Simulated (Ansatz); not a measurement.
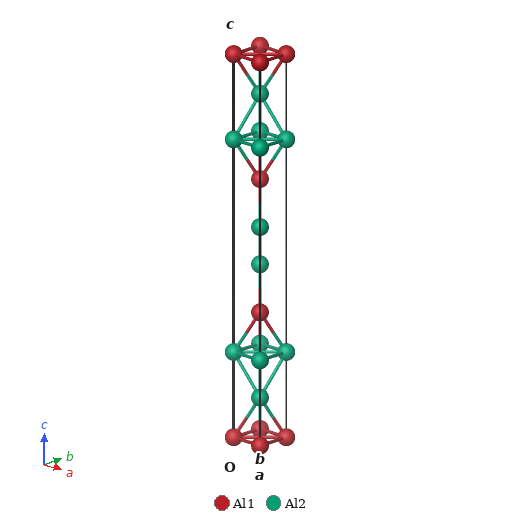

One unit cell; atoms that symmetry makes equivalent share a colour (atoms on faces, edges and corners are repeated). Crystal: Al, the geometry relaxed with Ansatz, DFT PBEsol, scalar-relativistic, plane waves, PAW; the starting structure was generated, so it need not be a known form of this composition. Symmetry computed with spglib at a tolerance of 0.002 Å; standard conventional cell.

a = 2.838 Å, b = 2.838 Å, c = 21.028 Å, α = 90.00°, β = 90.00°, γ = 120.00°; space group No. 166, R-3m, hexagonal axes.

One atom of each site: Al1 (0, 0, 0); Al2 (0, 0, 0.777).

Q: Give the multiplicity, Wyckoff letter and site symmetry of each site.

A:
```json
{"site": "Al1", "Wyckoff": "3a", "symmetry": "-3m"}
{"site": "Al2", "Wyckoff": "6c", "symmetry": "3m"}
```

Q: How many free positional parameters does the structure have?

A: 1: Al1 0, Al2 1.
